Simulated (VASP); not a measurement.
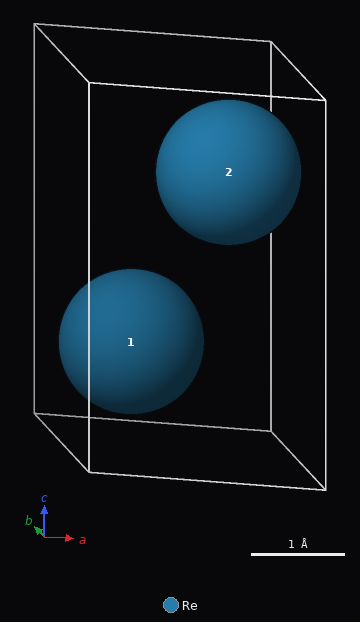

*The starting structure (spheres-only view of the cell of the calculation, seen slightly off an axis; atoms are numbered from 1 in the order of the input). An atom can appear more than once, as a periodic image.*

**Run report: Re, geometry relaxation**

The run: geometry relaxation of Re (P6₃/mmc, 2 atoms in the cell). Method and program: Kohn-Sham DFT of a periodic cell, PBEsol, VASP PAW PBE potentials, recommended, no spin polarisation (VASP 6.6.1).

The structure derives from an entry of the Crystallography Open Database.

**INCAR**
```
PREC     = Accurate       # precision mode
ENCUT    = 600            # plane-wave cutoff, eV
EDIFF    = 1E-7           # SCF threshold, eV
ISMEAR   = 1              # smearing method
SIGMA    = 0.1            # smearing width, eV
LREAL    = False          # projectors in reciprocal space
LASPH    = True           # aspherical terms in the spheres
NELM     = 80             # most SCF steps
ALGO     = Normal         # electronic algorithm
ISIF     = 4              # what is computed and relaxed
LWAVE    = False          # write WAVECAR
LCHARG   = False          # write CHGCAR
GGA      = PS             # functional
IBRION   = 2              # ionic algorithm
NSW      = 40             # ionic steps
EDIFFG   = -0.01          # ionic threshold
```

**KPOINTS**
```
Automatic mesh
0
Gamma
  15 15 8
```

**POSCAR**
```
Re                                      
1.0
    2.6920639418      0.0000000000      0.0000000000
   -1.3460319709      2.3313957623     -0.0000000000
   -0.0000000000      0.0000000000      4.3611418396
  Re            
     2
Direct
     0.3333333332999970    0.6666666667000030    0.2500000000000000
     0.6666666667000030    0.3333333332999970    0.7500000000000000
```

Launched with:
```bash
cat potpaw_PBE.64/Re/POTCAR > POTCAR
mpirun -np 1 vasp_std > vasp.out
```

**OSZICAR**
```
N       E                     dE             d eps       ncg     rms          rms(c)
DAV:   1     0.355014631613E+02    0.35501E+02   -0.75313E+03  5241   0.176E+03
DAV:   2    -0.201342455436E+02   -0.55636E+02   -0.47702E+02  4591   0.335E+02
DAV:   3    -0.275160596782E+02   -0.73818E+01   -0.59148E+01  4780   0.306E+02
DAV:   4    -0.279620536581E+02   -0.44599E+00   -0.40182E+00  5318   0.405E+01
DAV:   5    -0.279799606586E+02   -0.17907E-01   -0.16623E-01  5145   0.445E+00    0.509E+01
DAV:   6    -0.269830853239E+02    0.99688E+00   -0.84655E-01  5555   0.279E+01    0.230E+01
DAV:   7    -0.266048895037E+02    0.37820E+00   -0.71358E-01  5709   0.247E+01    0.407E-01
DAV:   8    -0.265940015216E+02    0.10888E-01   -0.79436E-03  5408   0.779E-01    0.124E-01
DAV:   9    -0.265932232439E+02    0.77828E-03   -0.45783E-04  5471   0.227E-01    0.523E-02
DAV:  10    -0.265932166757E+02    0.65682E-05   -0.70604E-05  4797   0.115E-01    0.534E-03
DAV:  11    -0.265932168520E+02   -0.17631E-06   -0.12579E-06  5008   0.235E-02    0.291E-03
DAV:  12    -0.265932165771E+02    0.27489E-06   -0.43740E-08  2684   0.608E-03    0.686E-04
DAV:  13    -0.265932165918E+02   -0.14632E-07   -0.16627E-08  2559   0.489E-03
   1 F= -.26593217E+02 E0= -.26593197E+02  d E =-.265932E+02
```

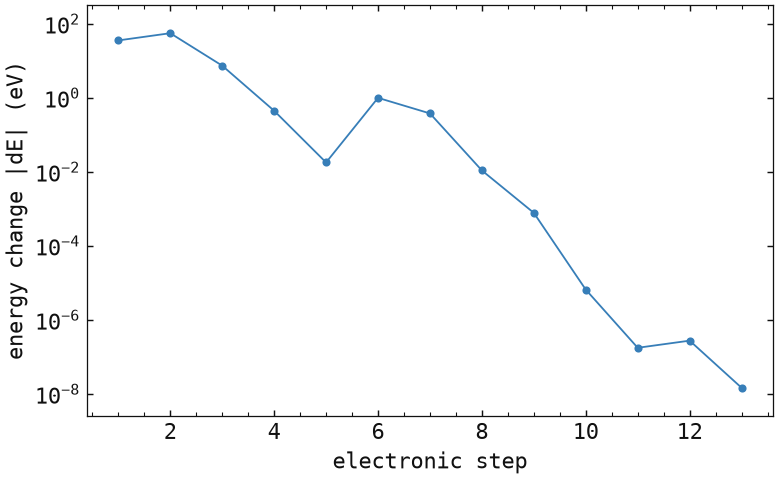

*Convergence of the self-consistent field: energy change |dE| against the electronic step.*

It takes 13 electronic steps. The density is held fixed in the first few steps, and dE rises again when its update begins.

**Parts of OUTCAR**
```
PREC = Accurate
   ENCUT = 600
   EDIFF = 1E-7
   ISMEAR = 1
   LREAL = False
   LASPH = True
   NELM = 80
   ISIF = 4
   GGA = PS
   IBRION = 2
   NSW = 40
   EDIFFG = -0.01

 ion  position               nearest neighbor table
   1  0.333  0.667  0.250-   2 2.68   2 2.68   2 2.68   2 2.68   2 2.68   2 2.68
   2  0.667  0.333  0.750-   1 2.68   1 2.68   1 2.68   1 2.68   1 2.68   1 2.68

  LATTYP: Found a hexagonal cell.
 ALAT       =     2.6920639418
 C/A-ratio  =     1.6199993514

  Lattice vectors:

 A1 = (   2.6920639418,   0.0000000000,   0.0000000000)
 A2 = (  -1.3460319709,   2.3313957623,   0.0000000000)
 A3 = (   0.0000000000,   0.0000000000,   4.3611418396)

Analysis of symmetry for initial positions (statically):
=====================================================================
 Subroutine PRICEL returns:
 Original cell was already a primitive cell.

 Routine SETGRP: Setting up the symmetry group for a
 hexagonal supercell.

 Subroutine GETGRP returns: Found 24 space group operations
 (whereof 12 operations were pure point group operations)
 out of a pool of 24 trial point group operations.

The static configuration has the point symmetry D_3d.
 The point group associated with its full space group is D_6h.

Analysis of symmetry for dynamics (positions and initial velocities):
=====================================================================
 Subroutine PRICEL returns:
 Original cell was already a primitive cell.

 Routine SETGRP: Setting up the symmetry group for a
 hexagonal supercell.

 Subroutine GETGRP returns: Found 24 space group operations
 (whereof 12 operations were pure point group operations)
 out of a pool of 24 trial point group operations.

The dynamic configuration has the point symmetry D_3d.
 The point group associated with its full space group is D_6h.

 Subroutine INISYM returns: Found 24 space group operations
 (whereof 12 operations are pure point group operations),
 and found     1 'primitive' translations

----------------------------------------------------------------------------------------

                                     Primitive cell

  volume of cell :      27.3717

  direct lattice vectors                    reciprocal lattice vectors
     2.692063942  0.000000000  0.000000000     0.371462202  0.214463802  0.000000000
    -1.346031971  2.331395762  0.000000000     0.000000000  0.428927605  0.000000000
     0.000000000  0.000000000  4.361141840     0.000000000  0.000000000  0.229297747

  length of vectors
     2.692063942  2.692063942  4.361141840     0.428927605  0.428927605  0.229297747

  position of ions in fractional coordinates (direct lattice)
     0.333333333  0.666666667  0.250000000
     0.666666667  0.333333333  0.750000000

  ion indices of the primitive-cell ions
   primitive index   ion index
                 1           1
                 2           2

----------------------------------------------------------------------------------------

 KPOINTS: Automatic mesh

Automatic generation of k-mesh.
 Grid dimensions read from file:
 generate k-points for:   15   15    8

 Generating k-lattice:

  Cartesian coordinates                     Fractional coordinates (reciprocal lattice)
     0.024764147  0.014297587  0.000000000     0.066666667  0.000000000  0.000000000
     0.000000000  0.028595174  0.000000000     0.000000000  0.066666667  0.000000000
     0.000000000  0.000000000  0.028662218     0.000000000  0.000000000  0.125000000

  Length of vectors
     0.028595174  0.028595174  0.028662218

  Shift w.r.t. Gamma in fractional coordinates (k-lattice)
     0.000000000  0.000000000  0.000000000

 Subroutine IBZKPT returns following result:
 ===========================================

 Found    135 irreducible k-points:

 Following reciprocal coordinates:
            Coordinates               Weight
  0.000000  0.000000  0.000000      1.000000
  0.066667  0.000000  0.000000      6.000000
  0.133333  0.000000  0.000000      6.000000
  0.200000  0.000000  0.000000      6.000000
  0.266667  0.000000  0.000000      6.000000
  0.333333 -0.000000  0.000000      6.000000
  0.400000 -0.000000  0.000000      6.000000
  0.466667  0.000000  0.000000      6.000000
  0.066667  0.066667  0.000000      6.000000
  0.133333  0.066667  0.000000     12.000000
  0.200000  0.066667  0.000000     12.000000
  0.266667  0.066667  0.000000     12.000000
  0.333333  0.066667  0.000000     12.000000
  0.400000  0.066667  0.000000     12.000000
  0.466667  0.066667  0.000000      6.000000
  0.133333  0.133333  0.000000      6.000000
  0.200000  0.133333  0.000000     12.000000
  0.266667  0.133333  0.000000     12.000000
  0.333333  0.133333  0.000000     12.000000
  0.400000  0.133333  0.000000     12.000000
  0.200000  0.200000  0.000000      6.000000
  0.266667  0.200000  0.000000     12.000000
  0.333333  0.200000  0.000000     12.000000
  0.400000  0.200000  0.000000      6.000000
 [... further k-points ...]
   k-points           NKPTS =    135   k-points in BZ     NKDIM =    135   number of bands    NBANDS=     11
   number of dos      NEDOS =    301   number of ions     NIONS =      2
   total plane-waves  NPLWV =  20736
   dimension x,y,z NGX =    24 NGY =   24 NGZ =   36
   dimension x,y,z NGXF=    48 NGYF=   48 NGZF=   72
   ions per type =               2
   NGX,Y,Z   is equivalent  to a cutoff of  14.82, 14.82, 13.72 a.u.
   NGXF,Y,Z  is equivalent  to a cutoff of  29.64, 29.64, 27.45 a.u.
 SYSTEM =  unknown system
   PREC   = accura    normal or accurate (medium, high low for compatibility)
   ISTART =      0    job   : 0-new  1-cont  2-samecut
   ICHARG =      2    charge: 1-file 2-atom 10-const
   ISPIN  =      1    spin polarized calculation?
   LNONCOLLINEAR =      F non collinear calculations
   LSORBIT =      F    spin-orbit coupling
   LASPH  =      T    aspherical Exc in radial PAW
   ENCUT  =  600.0 eV  44.10 Ry    6.64 a.u.   5.38  5.38  8.71*2*pi/ulx,y,z
   NELM   =     80;   NELMIN=  2; NELMDL= -5     # of ELM steps
   EDIFF  = 0.1E-06   stopping-criterion for ELM
   LREAL  =      F    real-space projection
   EDIFFG = -.1E-01   stopping-criterion for IOM
   NSW    =     40    number of steps for IOM
   IBRION =      2    ionic relax: 0-MD 1-quasi-New 2-CG
   NFREE  =      1    steps in history (QN), initial steepest desc. (CG)
   ISIF   =      4    stress and relaxation
   ISYM   =      2    0-nonsym 1-usesym 2-fastsym
   POTIM  = 0.5000    time-step for ionic-motion
   TEBEG  =    0.0;   TEEND  =   0.0 temperature during run
   PSTRESS=    0.0 pullay stress
   NELECT =      14.0000    total number of electrons
   NUPDOWN=      -1.0000    fix difference up-down
   EMIN   =  10.00;   EMAX   =-10.00  energy-range for DOS
   EFERMI =   0.00;   METHOD = LEGACY
   ISMEAR =     1;   SIGMA  =   0.10  broadening in eV -4-tet -1-fermi 0-gaus
   EFERMI_NEDOS =   21; number of points for ismear=-14 and -15
   IALGO  =     38    algorithm
   IMIX   =      4    mixing-type and parameters
     AMIX     =   0.40;   BMIX     =  1.00
     AMIX_MAG =   1.60;   BMIX_MAG =  1.00
  volume/ion in A,a.u.               =      13.69        92.36
  Fermi-wavevector in a.u.,A,eV,Ry     =   1.309233  2.474092 23.321629  1.714091
  Thomas-Fermi vector in A             =   2.439846
   LORBIT       =      0    0 simple, 1 ext, 2 COOP (PROOUT), +10 PAW based schemes
   GGA     = PS    functional components
   LHFCALC =     F    Hartree Fock is set to
   AEXX    =    0.0000 exact exchange contribution
   IVDW    =     0    specifies the selected vdW correction
   LEPSILON=     F    determine dielectric tensor
   LRPA    =     F    only Hartree local field effects (RPA)
 conjugate gradient relaxation of ions
 non-spin polarized calculation
 Methfessel and Paxton  Order N= 1 SIGMA  =   0.10
  energy-cutoff  :      600.00
  volume of cell :       27.37
 maximum number of plane-waves:       954
 NGX is ok and might be reduce to    24
   NGX = 11   NGY = 11   NGZ = 17

 number of electron      14.0000000 magnetization

 Free energy of the ion-electron system (eV)
  ---------------------------------------------------
  ext. energy  EPLUGINS =         0.00000000
  ---------------------------------------------------
  free energy    TOTEN  =       -26.59321659 eV

  energy without entropy =      -26.59315876  energy(sigma->0) =      -26.59319732

 E-fermi :   8.6083     XC(G=0): -14.2192     alpha+bet :-15.8141

 val. band max:        8.6059195675   @ k =   0.1333   0.0000   0.0000
 cond. band min:       8.6190336748   @ k =   0.3333   0.1333   0.3750
 fundamental gap:      0.0131141074
 Fermi energy:         8.6082525395

 k-point     1 :       0.0000    0.0000    0.0000
  band No.  band energies     occupation
      1      -1.7593      2.00000
      2       1.4399      2.00000
      3       6.8145      2.00000
      4       6.8519      2.00000
      5       6.8519      2.00000
      6       7.7854      2.00000
      7       7.7854      2.00000
      8       8.8539     -0.00281
      9       8.8539     -0.00281
     10       9.3970     -0.00000
     11      12.3533      0.00000

 k-point     2 :       0.0667    0.0000    0.0000
  band No.  band energies     occupation
      1      -1.5599      2.00000
      2       1.6288      2.00000
      3       6.3443      2.00000
      4       7.0374      2.00000
      5       7.2522      2.00000
      6       7.6403      2.00000
      7       7.9616      2.00000
      8       8.4163      2.02053
      9       8.6935     -0.00460
     10       8.9476     -0.00002
     11      12.4657      0.00000

 k-point     3 :       0.1333    0.0000    0.0000
  band No.  band energies     occupation
      1      -0.9893      2.00000
      2       2.1374      2.00000
      3       5.7733      2.00000
      4       7.1242      2.00000
      5       7.2063      2.00000
      6       7.5845      2.00000
      7       7.8115      2.00000
      8       8.2948      2.00009
      9       8.4794      2.06977
     10       8.6059      1.03948
     11      12.7249      0.00000

 k-point     4 :       0.2000    0.0000    0.0000
  band No.  band energies     occupation
      1      -0.1370      2.00000
      2       2.7254      2.00000
      3       5.3373      2.00000
      4       5.8139      2.00000
      5       6.7902      2.00000
      6       7.8031      2.00000
      7       8.2258      2.00000
      8       8.4641      2.06034
      9       8.5278      1.98231
     10       9.3043     -0.00000
     11      13.0041      0.00000

 k-point     5 :       0.2667    0.0000    0.0000
  band No.  band energies     occupation
      1       0.8253      2.00000
      2       2.9032      2.00000
      3       4.6790      2.00000
      4       5.3998      2.00000
      5       6.6498      2.00000
      6       7.3252      2.00000
      7       7.8394      2.00000
      8       9.5412     -0.00000
      9       9.6192     -0.00000
     10      10.3712     -0.00000
     11      13.2295      0.00000

 [... the levels of 18 k-points are left out ...]

 k-point    24 :       0.4000    0.2000    0.0000
  band No.  band energies     occupation
      1       2.8524      2.00000
      2       3.3750      2.00000
      3       3.4992      2.00000
      4       5.7824      2.00000
      5       6.1291      2.00000
      6       6.7880      2.00000
      7       8.2649      2.00001
      8      11.9246      0.00000
      9      12.7378      0.00000
     10      12.7534      0.00000
     11      15.9571      0.00000

 [... further k-points ...]

------------------------ aborting loop because EDIFF is reached ----------------------------------------

  FORCE on cell =-STRESS in cart. coord.  units (eV):
  Direction    XX          YY          ZZ          XY          YZ          ZX
  --------------------------------------------------------------------------------------
  -------------------------------------------------------------------------------------
  Total        4.8905511      4.8905511      4.9026137     -0.0000000      0.0000000      0.0000000
  in kB      286.2640428    286.2640428    286.9701151     -0.0000000      0.0000000      0.0000000
  external PRESSURE =     286.4994003 kB  Pullay stress =       0.0000000 kB

 VOLUME and BASIS-vectors are now :
 -----------------------------------------------------------------------------
  energy-cutoff  :      600.00
  volume of cell :       27.37
      direct lattice vectors                 reciprocal lattice vectors
     2.692063942  0.000000000  0.000000000     0.371462202  0.214463802  0.000000000
    -1.346031971  2.331395762  0.000000000     0.000000000  0.428927605  0.000000000
     0.000000000  0.000000000  4.361141840     0.000000000  0.000000000  0.229297747

 POSITION                                       TOTAL-FORCE (eV/Angst)
 -----------------------------------------------------------------------------------
     -0.00000      1.55426      1.09029        -0.000000      0.000000      0.000000
      1.34603      0.77713      3.27086         0.000000     -0.000000      0.000000
 -----------------------------------------------------------------------------------
    total drift:                               -0.000000      0.000000     -0.000000

  FREE ENERGIE OF THE ION-ELECTRON SYSTEM (eV)
  ---------------------------------------------------
  free  energy   TOTEN  =       -26.5932165918 eV

  energy  without entropy=      -26.5931587643  energy(sigma->0) =      -26.59319732

 reached required accuracy - stopping structural energy minimisation
```

**CONTCAR**
```
Re
   1.00000000000000
     2.6920639417999999    0.0000000000000000    0.0000000000000000
    -1.3460319708999999    2.3313957623000001    0.0000000000000000
     0.0000000000000000    0.0000000000000000    4.3611418396000001
  Re
     2
Direct
     0.3333333332999970    0.6666666667000030    0.2500000000000000
     0.6666666667000030    0.3333333332999970    0.7500000000000000

  0.00000000E+00  0.00000000E+00  0.00000000E+00
  0.00000000E+00  0.00000000E+00  0.00000000E+00
```

**Summary**

- outcome: converged
- space group (tolerance 0.01 Å): P6₃/mmc (194)
- electrons treated: 14
- free energy: −26.5932 eV
- gap on the k-point mesh: none (metallic)
- pressure: 28.65 GPa
- final volume: 27.37 Å³
- largest force (length of the vector): under 0.001 eV/Å
- hardware: 1 thread of Intel Xeon (Granite Rapids), 360 GiB of memory available, shared host
- wall time: 21 s
- peak memory: 0.18 GiB

Spin–orbit coupling is left out, which matters for Re. The cell is under a pressure of 29 GPa at this level, so it is not at its equilibrium volume.
